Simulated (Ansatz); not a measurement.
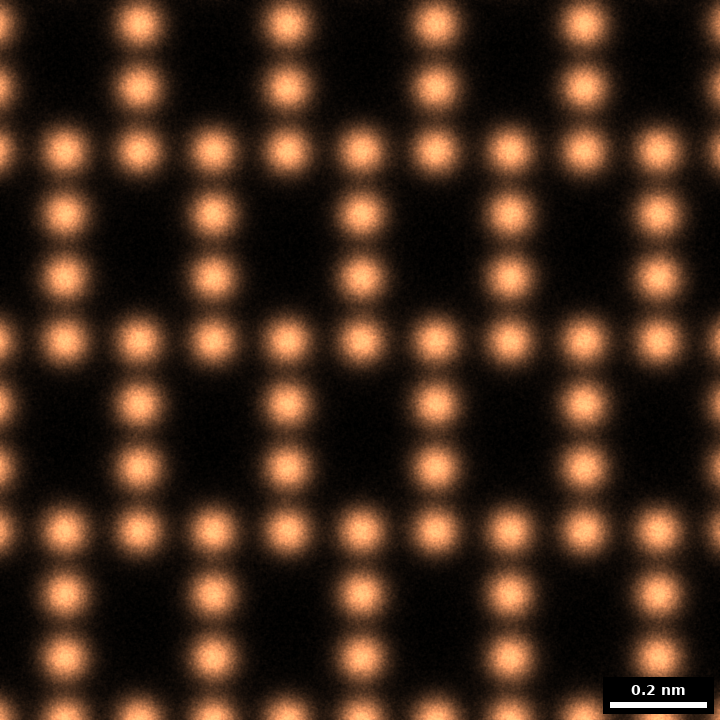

Z-contrast image of a crystal. Simulation: incoherent imaging, intensity Z^1.8 per atom, probe width 0.74 Å, thin sample. The probe carries 15 % of its weight in a tail 2.5 times as wide. Shot noise was added.

Question: Give the net of the columns and its spacings.

Answer: The pattern repeats on a centred rectangular net of 3.1 × 8.0 Å.

Question: Which plane group does this projection have?

Answer: c2mm: perpendicular mirror lines on a centred net, with further twofold points between them.

Question: How many columns does the smallest repeating cell hold, and how many levels of brightness?

Answer: 4 columns in the primitive cell of 12.4 Å², all of one brightness.

The crystal is Ti (P6_3/mmc, No. 194) seen along [101]. Structure used: the geometry relaxed with DFT r2SCAN, scalar-relativistic, plane waves, PAW (Ansatz 0.2.0); the starting structure was generated, so it need not be a known form of this composition.
